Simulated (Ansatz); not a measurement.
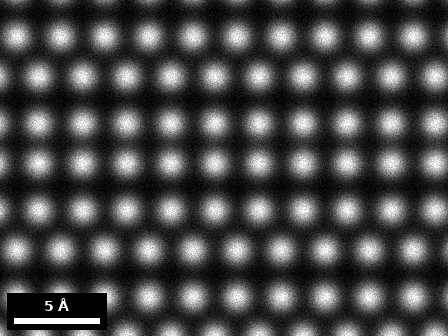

HAADF-like image of Ta (Fmmm, No. 69) along [110]. Simulated incoherent Z contrast: every atom adds Z^1.7 spread by a probe of 1.30 Å full width; channelling and multiple scattering are left out. The probe carries 25 % of its weight in a tail 2.5 times as wide. Shot noise was added.

One planar defect was built into the perfect crystal by geometry alone, without relaxation. Host structure: the geometry relaxed with DFT r2SCAN, scalar-relativistic, plane waves, PAW (Ansatz); the starting structure was generated, so it need not be a known form of this composition.

Find the planar defect and say what kind it is.

A planar fault (a stacking fault) runs horizontally about 8 Å below the top edge. The part above it is shifted along the boundary by 1/2 of the 2.59 Å repeat of the rows (1.3 Å to the right, the same as to the left); both parts keep the same orientation.
